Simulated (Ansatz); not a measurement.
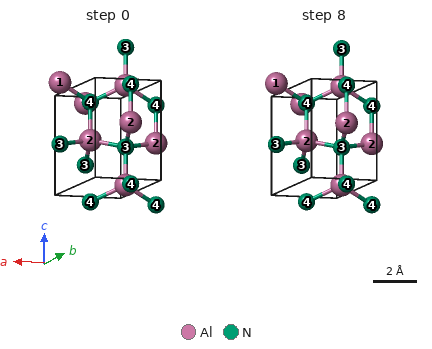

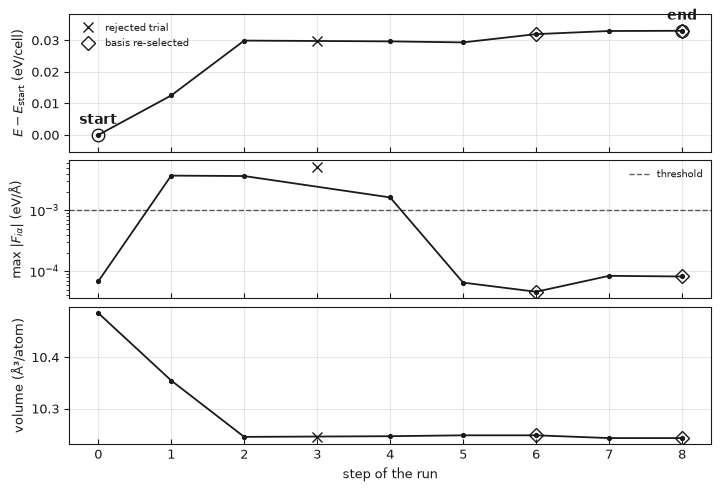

First and last geometry of a relaxation of a crystal of AlN (set up in P6_3mc), with the history of the run. Style: ball-and-stick. Shown: the cell of the calculation, from a free direction.

Case: relaxed at 8 GPa.

These are results of Ansatz, DFT PBE, scalar-relativistic, plane waves, PAW, not measurements.

Input
```yaml
crystal:
  lattice:
    - [3.1155234315, 0.0, 0.0]
    - [-1.5577617158, 2.6981224378, 0.0]
    - [0.0, 0.0, 4.9896433217]
  atoms:
    - { symbol: Al, position: [0.3333333333, 0.6666666667, 0.0015947237] }
    - { symbol: Al, position: [0.6666666667, 0.3333333333, 0.5015947237] }
    - { symbol: "N", position: [0.3333333333, 0.6666666667, 0.3834052763] }
    - { symbol: "N", position: [0.6666666667, 0.3333333333, 0.8834052763] }
basis:
  ecutwfc: 420
kpoints:
  mp_grid: { grid: [12, 12, 6] }
hamiltonian:
  xc: pbe
scf:
  occupations: { method: fixed }
output:
  forces: true
  stress: true
  eigenvalues: true
relax:
  adjacent_minimum: "off"
  f_tol: 0.001
  max_steps: 60
  cell: { stress_tol: 0.02, p_target: 8.0 }
```

Command:
```bash
ansatz run input.yaml --threads 1 --pin off --max-ram 3072MiB --backend cpu --events-out ev --progress --plain --runs-dir out
```

Q: What do the curves and the structures tell?

A: It converged. The energy rises by 33.0 meV per cell of the calculation in 5 accepted moves (8 points after the start). With the target pressure of 8 GPa, the enthalpy E + pV changes by −15.4 meV per cell of the calculation. The pressure goes from 3.00 to 8.00 GPa. The line search rejected the trial step at point 3 of the run. The SCF was repeated twice at an unchanged geometry on a basis and grid sized afresh for the cell, which shifted the energy by 2.6 meV per cell of the calculation at most. No atom moves by more than 0.005 Å relative to the cell. Cell: a = b 3.116 → 3.093 Å (−0.7 %), c 4.990 → 4.945 Å (−0.9 %). Volume −2.3 %. Among the contacts that change: Al1–N4 1.893 → 1.878 Å, Al1–N3 1.905 → 1.891 Å. The space group stays P6_3mc (No. 186). The run took 37 s on 1 thread of Intel(R) Xeon(R) Platinum 8259CL CPU @ 2.50GHz (Skylake/Cascade Lake) (shared host), peak memory 0.41 GiB.
